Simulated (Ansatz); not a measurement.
Geometry relaxation of Sn9O16 (charge +1) (part 3 of 3)

Sn9O16 (defect cell, 25 atoms in the cell, total charge +1); DFT PBE, scalar-relativistic, plane waves, PAW, spin-polarised (Ansatz 0.2.0); cutoff 420 eV, 3×3×3 k-mesh, Gaussian smearing of 0.01 eV, collinear spins. The structure derives from a Materials Project entry. It belongs to a series of runs on one base structure; here: Sn interstitial, charge +1, atoms relaxed at the host's cell.

Trajectory as extended XYZ (Å, eV, eV/Å), 8 of the 19 frames kept, from step=1 to step=19
```
25
Lattice="-4.8272 -4.8272 0.0000 4.8272 -4.8272 0.0000 0.0000 4.8272 6.4763" Properties=species:S:1:pos:R:3:forces:R:3 step=1 energy=-63301.52513
Sn    2.4996   -2.4997    1.6231   -0.9379   0.2113  -0.0106
Sn    2.4059   -2.4617    4.8294   -0.1187  -0.0702  -0.0308
Sn   -1.8354   -1.8287    1.6366    0.8486   0.2068  -0.3442
Sn   -2.4212   -2.4619    4.8932   -0.0961  -0.1400   0.1287
Sn    0.2214   -0.2851   -0.1540    0.1258  -0.1367  -0.1966
Sn    0.2212   -0.2850    3.4002    0.1558  -0.2143   0.2872
Sn   -0.2056   -4.5699   -0.0155    0.0487   0.0752  -0.6546
Sn   -0.2055   -4.5700    3.2617    0.0185   0.1256   0.6658
O     1.0342   -1.0361    1.6232   -0.1048  -0.0489  -0.0176
O     1.0483   -0.9195    5.1515   -0.0255   0.0063  -0.0441
O     0.7726   -5.3347    1.6231    0.7217  -0.9279   0.0108
O    -3.7791   -0.9199    4.5709    0.0169  -0.0598  -0.0048
O     3.7144   -4.6633    1.6338   -0.3985   0.6365  -0.0513
O    -1.0383    0.7958    4.6889    0.1116   0.0018  -0.0144
O    -1.1397   -3.7736    1.6231   -0.1228   0.1463  -0.0124
O    -1.0383   -4.0316    5.0335    0.0826  -0.0107  -0.0030
O     1.4056   -3.2418    0.0143    0.0438  -0.0363   0.0852
O     1.4057   -3.2419    3.2320    0.0335  -0.0326  -0.1009
O    -3.4225   -3.4863   -0.1198    0.1369   0.5840   0.4499
O    -3.3884   -3.5155    3.3532    0.1354   0.7354  -0.2678
O    -1.5659   -6.1858   -0.0533    0.1935  -0.2454   0.4827
O     3.2614   -1.3586    3.2994    0.2230  -0.2490  -0.4831
O    -1.0579   -1.8472   -0.2673   -0.3571  -0.0648   0.4231
O    -1.0580   -1.8471    3.5135   -0.2708  -0.0986  -0.1640
Sn   -4.3803   -2.5847    1.6420   -0.4637  -0.3940  -0.1333
25
Lattice="-4.8272 -4.8272 0.0000 4.8272 -4.8272 0.0000 0.0000 4.8272 6.4763" Properties=species:S:1:pos:R:3:forces:R:3 step=4 energy=-63301.80113 accepted=F
Sn    2.3250   -2.5412    1.6126   -0.0021   0.0075   0.0413
Sn    2.3946   -2.4977    4.8421    0.0814  -0.0566   0.1185
Sn   -1.8092   -1.7796    1.6220    0.0532   0.0366  -0.1524
Sn   -2.3977   -2.4541    4.9069   -0.0436  -0.0115  -0.0663
Sn    0.1917   -0.2226   -0.1880    0.0245  -0.0480   0.0597
Sn    0.2557   -0.2342    3.4306    0.0836  -0.1615   0.1664
Sn   -0.1753   -4.6472   -0.0034    0.0146  -0.0535   0.0652
Sn   -0.1985   -4.6414    3.2491   -0.0787  -0.0891  -0.0440
O     0.8739   -1.0656    1.6124   -0.0162   0.0006   0.1671
O     1.0509   -0.9457    5.1450    0.0519  -0.0749  -0.1112
O     0.8813   -5.4463    1.6255   -0.0371   0.0696   0.0131
O    -3.7725   -0.9269    4.5996    0.0004   0.0073  -0.0736
O     3.6427   -4.4627    1.5033   -0.2743  -0.2307   0.4239
O    -0.9636    0.8337    4.7317   -0.2180   0.0204  -0.1673
O    -1.0203   -3.7369    1.6147   -0.1021  -0.0478   0.0333
O    -0.9850   -3.9817    4.9853   -0.0503  -0.0141  -0.1223
O     1.3703   -3.2763   -0.0380    0.0837   0.1472   0.1679
O     1.3743   -3.2938    3.2623    0.1409   0.1337   0.0056
O    -3.3800   -3.4646   -0.0238    0.1141   0.1392  -0.1509
O    -3.2554   -3.5000    3.3423   -0.3395  -0.1027  -0.2015
O    -1.5321   -6.2759    0.0308    0.0400  -0.0550   0.2840
O     3.2663   -1.4547    3.2328    0.0269   0.0022  -0.2062
O    -1.1202   -1.7572   -0.2801   -0.0064  -0.0733  -0.1433
O    -1.1114   -1.7290    3.5184    0.2048   0.2733  -0.0403
Sn   -4.4513   -2.6522    1.7025    0.2480   0.1807  -0.0663
25
Lattice="-4.8272 -4.8272 0.0000 4.8272 -4.8272 0.0000 0.0000 4.8272 6.4763" Properties=species:S:1:pos:R:3:forces:R:3 step=6 energy=-63301.89590
Sn    2.3189   -2.5718    1.6233   -0.0951  -0.0080   0.0246
Sn    2.4233   -2.4623    4.8191   -0.0426  -0.0414   0.1396
Sn   -1.7686   -1.7978    1.6227   -0.0775   0.0417  -0.0040
Sn   -2.4067   -2.4635    4.9052   -0.0351  -0.0360  -0.1320
Sn    0.2165   -0.2144   -0.1815    0.0228   0.0075  -0.0918
Sn    0.2144   -0.2169    3.4307    0.0194   0.0082   0.0989
Sn   -0.1917   -4.6458   -0.0019    0.0675  -0.0351   0.0333
Sn   -0.1898   -4.6451    3.2522    0.0698  -0.0319  -0.0443
O     0.8741   -1.0534    1.6250    0.0366  -0.0230  -0.0021
O     1.0861   -0.9011    5.1267   -0.0373  -0.0291  -0.0410
O     0.8907   -5.4011    1.6247   -0.1698   0.0914   0.0000
O    -3.7394   -0.8991    4.5977   -0.0432  -0.0305   0.0546
O     3.6176   -4.4498    1.6207    0.0498   0.0581   0.0133
O    -1.0408    0.7860    4.7385    0.0176  -0.0194   0.1071
O    -1.0835   -3.7825    1.6258   -0.0427  -0.0154  -0.0064
O    -1.0405   -4.0399    4.9872    0.0141  -0.0137  -0.1109
O     1.3323   -3.2370   -0.0282    0.0631   0.0190   0.0532
O     1.3341   -3.2355    3.2784    0.0575   0.0155  -0.0862
O    -3.3530   -3.4563   -0.0926    0.0265  -0.0149  -0.1032
O    -3.3588   -3.4570    3.3418    0.0505  -0.0033   0.1098
O    -1.4711   -6.3558    0.0710   -0.0174  -0.0010   0.0285
O     3.3634   -1.5323    3.1784   -0.0336   0.0041  -0.0533
O    -1.0897   -1.7515   -0.2866    0.0790  -0.0191  -0.0919
O    -1.0932   -1.7512    3.5332    0.0680  -0.0290   0.1062
Sn   -4.3902   -2.6188    1.6252   -0.0480   0.1055  -0.0022
25
Lattice="-4.8272 -4.8272 0.0000 4.8272 -4.8272 0.0000 0.0000 4.8272 6.4763" Properties=species:S:1:pos:R:3:forces:R:3 step=9 energy=-63301.92263
Sn    2.2884   -2.5710    1.6247    0.0857   0.0436  -0.0091
Sn    2.4200   -2.4701    4.8202    0.0869   0.0443  -0.0001
Sn   -1.7445   -1.7681    1.6240    0.0059  -0.0023   0.0051
Sn   -2.4066   -2.4713    4.9044    0.0816   0.0609   0.0067
Sn    0.2206   -0.2172   -0.2098   -0.0375  -0.0107  -0.0458
Sn    0.2200   -0.2165    3.4585   -0.0465  -0.0155   0.0392
Sn   -0.2041   -4.6426    0.0146   -0.0721  -0.0127  -0.0391
Sn   -0.2039   -4.6428    3.2338   -0.0677  -0.0142   0.0407
O     0.8347   -1.0539    1.6244    0.0197  -0.0170   0.0001
O     1.0853   -0.9159    5.1458    0.0052   0.0034   0.0141
O     0.8542   -5.3566    1.6242    0.0144   0.0031  -0.0009
O    -3.7417   -0.9160    4.5791    0.0091  -0.0035  -0.0149
O     3.6723   -4.3290    1.6258    0.0659   0.0658  -0.0059
O    -1.0535    0.7685    4.7597   -0.0075  -0.0054  -0.0007
O    -1.1324   -3.7781    1.6243    0.0206  -0.0285  -0.0001
O    -1.0530   -4.0592    4.9650   -0.0112  -0.0043   0.0062
O     1.3288   -3.2370   -0.0309   -0.0189  -0.0270   0.0192
O     1.3285   -3.2369    3.2795   -0.0188  -0.0249  -0.0159
O    -3.3577   -3.4801   -0.1243   -0.0209   0.0102   0.0456
O    -3.3582   -3.4798    3.3728   -0.0183   0.0072  -0.0451
O    -1.4484   -6.3968    0.0987    0.0085  -0.0068   0.0103
O     3.3783   -1.5688    3.1497    0.0086  -0.0077  -0.0070
O    -1.0729   -1.7537   -0.3048   -0.0070  -0.0172   0.0105
O    -1.0732   -1.7535    3.5531   -0.0060  -0.0197  -0.0094
Sn   -4.3267   -2.6076    1.6242   -0.0798  -0.0212  -0.0038
25
Lattice="-4.8272 -4.8272 0.0000 4.8272 -4.8272 0.0000 0.0000 4.8272 6.4763" Properties=species:S:1:pos:R:3:forces:R:3 step=11 energy=-63301.96005
Sn    2.2714   -2.5444    1.6254    0.0025   0.0274  -0.0010
Sn    2.4239   -2.4670    4.8170   -0.0412  -0.0031  -0.0440
Sn   -1.7172   -1.7951    1.6258    0.1167  -0.1260   0.0040
Sn   -2.4017   -2.4710    4.9077   -0.0283  -0.0083   0.0363
Sn    0.2119   -0.2305   -0.2394   -0.0954  -0.0449   0.1289
Sn    0.2058   -0.2239    3.4854   -0.0900  -0.0668  -0.1200
Sn   -0.2227   -4.6374    0.0211    0.0057  -0.0083  -0.1183
Sn   -0.2229   -4.6380    3.2272    0.0017  -0.0044   0.1196
O     0.8050   -1.0472    1.6242    0.0149  -0.0083  -0.0025
O     1.1035   -0.9037    5.1594    0.0356   0.0088  -0.0020
O     0.8126   -5.3387    1.6242    0.0645  -0.2330  -0.0015
O    -3.7217   -0.9082    4.5622    0.0331   0.0159   0.0080
O     3.8257   -4.0979    1.6289   -0.0166   0.0537  -0.0054
O    -1.1056    0.7235    4.7709   -0.0340   0.0109  -0.0120
O    -1.1893   -3.8160    1.6240   -0.0441   0.0364   0.0015
O    -1.1040   -4.1070    4.9563   -0.0263   0.0097   0.0044
O     1.3240   -3.2389   -0.0270    0.0017  -0.0372  -0.0305
O     1.3225   -3.2386    3.2767    0.0116  -0.0453   0.0327
O    -3.4192   -3.4640   -0.1282   -0.0091   0.1160   0.0730
O    -3.4197   -3.4619    3.3740   -0.0074   0.1132  -0.0757
O    -1.4012   -6.4393    0.1189    0.0796   0.0611  -0.0142
O     3.4236   -1.6100    3.1305    0.0821   0.0654   0.0195
O    -1.0332   -1.8020   -0.3259   -0.0111  -0.0393   0.0092
O    -1.0295   -1.8051    3.5768   -0.0163  -0.0224  -0.0178
Sn   -4.2877   -2.5915    1.6204   -0.0300   0.1288   0.0079
25
Lattice="-4.8272 -4.8272 0.0000 4.8272 -4.8272 0.0000 0.0000 4.8272 6.4763" Properties=species:S:1:pos:R:3:forces:R:3 step=14 energy=-63301.95480 accepted=F
Sn    2.2477   -2.4690    1.6242    0.3963  -0.0971  -0.0003
Sn    2.4218   -2.4278    4.8132   -0.0968  -0.0269   0.1792
Sn   -1.6601   -2.0512    1.6248   -0.2812   0.5058  -0.0083
Sn   -2.4062   -2.4265    4.9120   -0.0782  -0.0417  -0.1667
Sn    0.0945   -0.1583   -0.1755   -0.0122   0.1537   0.0311
Sn    0.0960   -0.1594    3.4238   -0.0102   0.1454  -0.0146
Sn   -0.1717   -4.6609   -0.0232    0.1553  -0.0170   0.0869
Sn   -0.1727   -4.6599    3.2725    0.1437  -0.0081  -0.0855
O     0.7246   -1.0534    1.6234    0.4248  -0.1761   0.0076
O     1.1093   -0.8202    5.0524    0.3711  -0.2307  -0.0345
O     0.8361   -5.3867    1.6253    0.4285   0.7321   0.0041
O    -3.7201   -0.8196    4.6727    0.3926  -0.2462   0.0257
O     3.9167   -3.9708    1.6196   -0.4972  -0.3167   0.0387
O    -1.1926    0.6855    4.7816   -0.0999   0.0267   0.0950
O    -1.2332   -4.0133    1.6241    0.1010  -0.1610  -0.0028
O    -1.1933   -4.1412    4.9448   -0.1111   0.0374  -0.1223
O     1.3557   -3.2563   -0.0199    0.1144   0.1345   0.0345
O     1.3568   -3.2568    3.2689    0.1094   0.1280  -0.0435
O    -3.5439   -3.3399   -0.0756    0.2053  -0.1988  -0.4139
O    -3.5385   -3.3430    3.3224    0.1632  -0.1944   0.4094
O    -1.2078   -6.5103    0.1601   -0.6946  -0.1113  -0.1664
O     3.6144   -1.6817    3.0913   -0.6585  -0.1241   0.1467
O    -0.9785   -1.8667   -0.3271   -0.1047  -0.0364  -0.2930
O    -0.9768   -1.8692    3.5760   -0.1001  -0.0154   0.2989
Sn   -4.3243   -2.4972    1.6249   -0.2611   0.1383  -0.0060
25
Lattice="-4.8272 -4.8272 0.0000 4.8272 -4.8272 0.0000 0.0000 4.8272 6.4763" Properties=species:S:1:pos:R:3:forces:R:3 step=16 energy=-63302.09769
Sn    2.2570   -2.5074    1.6243   -0.1341   0.0498  -0.0074
Sn    2.4168   -2.4497    4.8266    0.0140  -0.0142   0.1036
Sn   -1.7460   -2.0210    1.6245    0.1541   0.0115  -0.0006
Sn   -2.4111   -2.4488    4.8979    0.0176  -0.0027  -0.0921
Sn    0.1172   -0.1779   -0.1703    0.0878  -0.0327  -0.0362
Sn    0.1200   -0.1791    3.4196    0.0725  -0.0340   0.0332
Sn   -0.1565   -4.6541   -0.0169   -0.0069  -0.0136   0.0445
Sn   -0.1569   -4.6543    3.2657   -0.0004  -0.0102  -0.0412
O     0.8321   -1.0182    1.6241    0.0410  -0.0162   0.0025
O     1.1382   -0.8342    5.0579    0.0092  -0.0176  -0.0294
O     0.9083   -5.3557    1.6244   -0.2628   0.3193   0.0000
O    -3.6899   -0.8332    4.6685    0.0090  -0.0217   0.0209
O     3.8683   -4.0437    1.6236   -0.0914   0.1151   0.0036
O    -1.1728    0.6858    4.7844   -0.0103   0.0142   0.0319
O    -1.2107   -3.9861    1.6245    0.1869  -0.1177  -0.0014
O    -1.1739   -4.1408    4.9400   -0.0123   0.0111  -0.0352
O     1.3466   -3.2382   -0.0290    0.0557   0.0428   0.0063
O     1.3464   -3.2386    3.2774    0.0618   0.0501  -0.0056
O    -3.5400   -3.3450   -0.0751   -0.0667  -0.1299  -0.1444
O    -3.5394   -3.3450    3.3232   -0.0646  -0.1319   0.1526
O    -1.2608   -6.4990    0.1558   -0.0558  -0.0848   0.0042
O     3.5676   -1.6725    3.0921   -0.0617  -0.0866   0.0006
O    -1.0041   -1.8553   -0.3103    0.0639   0.0472  -0.1413
O    -1.0040   -1.8547    3.5590    0.0640   0.0464   0.1406
Sn   -4.3980   -2.4875    1.6247   -0.0704   0.0061  -0.0097
25
Lattice="-4.8272 -4.8272 0.0000 4.8272 -4.8272 0.0000 0.0000 4.8272 6.4763" Properties=species:S:1:pos:R:3:forces:R:3 step=19 energy=-63302.11413
Sn    2.2523   -2.5060    1.6244   -0.0003  -0.0128  -0.0008
Sn    2.4176   -2.4524    4.8275   -0.0016  -0.0021   0.0034
Sn   -1.7153   -2.0046    1.6244   -0.0148  -0.0010  -0.0003
Sn   -2.4096   -2.4525    4.8974   -0.0012  -0.0024  -0.0025
Sn    0.1247   -0.1807   -0.1801   -0.0017   0.0044  -0.0128
Sn    0.1246   -0.1806    3.4287   -0.0007   0.0043   0.0131
Sn   -0.1621   -4.6562   -0.0166    0.0013   0.0025  -0.0165
Sn   -0.1620   -4.6562    3.2651    0.0002   0.0026   0.0172
O     0.8160   -1.0239    1.6243    0.0001  -0.0058   0.0002
O     1.1404   -0.8381    5.0653   -0.0048   0.0015   0.0025
O     0.8851   -5.3428    1.6243    0.0017   0.0049   0.0000
O    -3.6867   -0.8381    4.6596   -0.0046   0.0006  -0.0027
O     3.8660   -4.0254    1.6243    0.0027  -0.0013   0.0002
O    -1.1768    0.6813    4.7882    0.0008   0.0044  -0.0039
O    -1.2010   -3.9743    1.6243    0.0038  -0.0059   0.0000
O    -1.1768   -4.1459    4.9367    0.0010   0.0039   0.0038
O     1.3473   -3.2393   -0.0293    0.0000   0.0031   0.0036
O     1.3473   -3.2394    3.2780    0.0006   0.0038  -0.0042
O    -3.5433   -3.3527   -0.0895   -0.0004  -0.0016  -0.0007
O    -3.5432   -3.3528    3.3381   -0.0009  -0.0016   0.0007
O    -1.2747   -6.5002    0.1536    0.0085   0.0034   0.0025
O     3.5524   -1.6729    3.0950    0.0086   0.0029  -0.0024
O    -0.9939   -1.8559   -0.3262    0.0049   0.0053  -0.0084
O    -0.9939   -1.8560    3.5749    0.0050   0.0055   0.0080
Sn   -4.3800   -2.4884    1.6243   -0.0084  -0.0189   0.0000
```

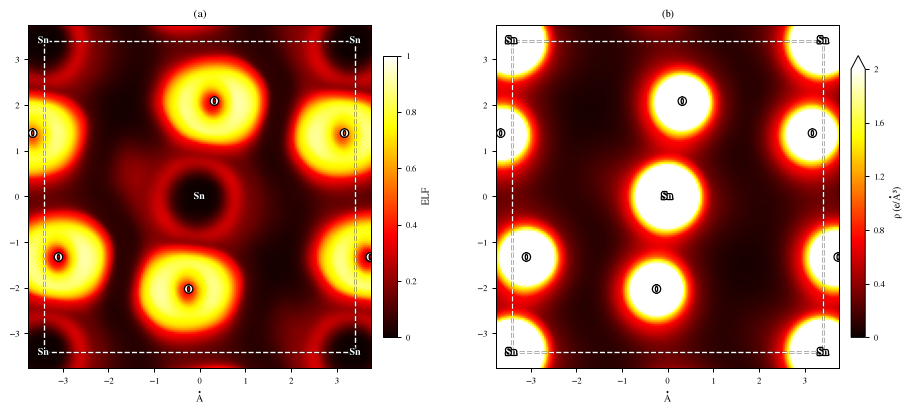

**Figure 1.** (a) ELF; (b) valence pseudo-density on the (001) plane of the calculation cell. Atoms in the plane: Sn and O. Sn–O (2.07 Å): the density is about 0.64 e/Å³ at the midpoint; the ELF is about 0.25 at the midpoint (no shared pair; the contact is polar). Sn–O (2.10 Å): ρ is about 0.61 e/Å³ halfway; the ELF is about 0.25 at the midpoint (a polar contact without a shared pair, in a metal). Away from the nuclei the density in this plane falls to 0.02 e/Å³ at its lowest. In a PAW calculation such maps are meaningful between the atoms, not at the nuclei.

Key numbers

```csv
quantity,value
outcome,converged
electrons treated,221
free energy,−63302.1141 eV
Fermi energy,12.972 eV
gap on the k-point mesh,none (metallic)
net moment of the cell,0.00 μB
integrated absolute moment,0.00 μB
final volume,301.82 Å³
largest force (length of the vector) at the end,0.021 eV/Å
wall time,38 min (CPU time 2.4 h)
peak memory,3.3 GiB
```

The electronic state found may not be the lowest one. Notes on the run: a screening estimate came out negative during mixing; some starting moments were not kept. The cell is charged and computed with a neutralising background, so its energy and pressure depend on the cell and aren't those of a real crystal.
